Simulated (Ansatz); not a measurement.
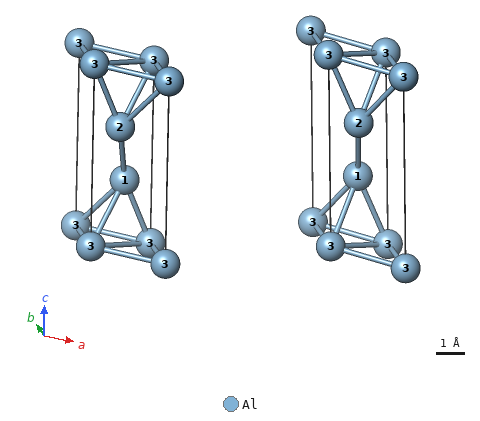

Two geometries of solid Al (a generated structure, set up in P-1), drawn at one scale. One is the start of a relaxation, the other its converged end. A ball-and-stick model of the cell of the calculation, seen slightly off an axis.

Computed with DFT PBE, scalar-relativistic, plane waves, PAW (Ansatz 0.2.0). Settings: plane-wave cutoff 420 eV; k-point mesh 18 × 18 × 8; occupations gaussian; smearing width 0.1 eV; no spin polarisation; cell and atoms relaxed; force threshold 0.01 eV/Å; at most 80 steps.

Which geometry has the lower energy?

Answer. The right one is the relaxed one. The largest moves relative to the cell, 0.17 Å, are those of Al1 and Al2. Al1 goes roughly along [−2 3 0]. The drawn cell changes as follows: a 2.799 → 2.861 Å (+2.2 %), b 2.875 → 2.858 Å (−0.6 %), c 6.992 → 7.226 Å (+3.3 %), α 95.9° → 90.4°, β 96.6° → 101.4°, γ 115.6° → 119.8°; the volume changes by +0.3 %. Among the contacts that change: Al1–Al3 3.043 → 2.863 Å, Al1–Al1 3.025 → 2.866 Å, Al1–Al2 2.793 → 2.896 Å, Al1–Al3 (another image) 2.762 → 2.865 Å. The space group stays P-1 (No. 2). The energy falls by 0.103 eV per cell of the calculation in 10 accepted moves (12 points after the start). The largest force component goes from 0.16 to 0.0012 eV/Å. Pressure: 1.03 GPa at the start and 0.00 GPa at the end. The SCF was repeated twice at an unchanged geometry on a basis and grid sized afresh for the cell, which shifted the energy by 1.9 meV per cell of the calculation at most. Cost: 6.1 min on 1 thread of Arm Neoverse V2, with other jobs on the host, peak memory 0.9 GiB.
